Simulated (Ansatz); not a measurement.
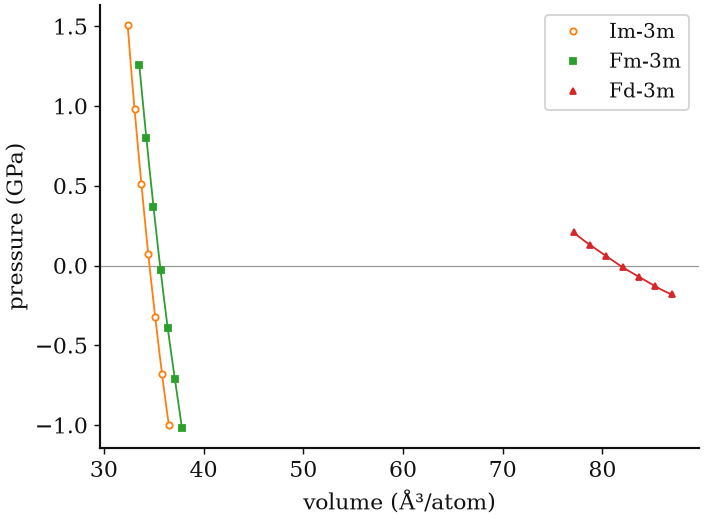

The plot gives the computed pressure against volume, with one curve for each structure, for Yb.

Computed with Ansatz 0.2.0 development build: equation of state of a cubic crystal from periodic Kohn-Sham density functional theory without spin, third-order Birch-Murnaghan fit to the free energies; pressure corrected for the finite basis. Level: PBE.

occupation method Fermi–Dirac; occupation width 0.06123 eV; wave cutoff 420 eV; datasets soft-1 PAW; density cutoff ratio 4; search for lower states default.

Settings that differ: Im-3m: k mesh 37×37×37, atoms in cell 1, density tolerance 1e−07 eV, lattice centring body-centred primitive, space group number 229, structure type bcc; Fm-3m: k mesh 36×36×36, atoms in cell 1, density tolerance 1e−07 eV, lattice centring face-centred primitive, space group number 225, structure type fcc; Fd-3m: k mesh 22×22×22, atoms in cell 2, density tolerance 1.6e−07 eV, lattice centring face-centred primitive, space group number 227, structure type diamond.

**Order the curves by fitted equilibrium volume, smallest first.**

Im-3m 34.58, Fm-3m 35.64, Fd-3m 81.80 Å³/atom.

**Order the curves by fitted bulk modulus, smallest first.**

Fd-3m 3.3, Fm-3m 18.8, Im-3m 20.3 GPa.

**For Im-3m: read off the course of the pressure.**

It falls from 1.508 GPa at volume 32.39 Å³/atom to −1.001 GPa at 36.52 Å³/atom, and changes sign near 34.58 Å³/atom.

**For Fm-3m: what does the pressure do across the range?**

It falls from 1.259 GPa at volume 33.55 Å³/atom to −1.016 GPa at 37.83 Å³/atom, and changes sign near 35.64 Å³/atom.

**For Fd-3m: what does the pressure do across the range?**

It falls from 0.21 GPa at volume 77.11 Å³/atom to −0.18 GPa at 86.95 Å³/atom, and changes sign near 81.8 Å³/atom.

Keep in mind: cubic model structure, not the ambient form (Im-3m, Fd-3m); semilocal functionals place the filled 4f shell too high and overbind.
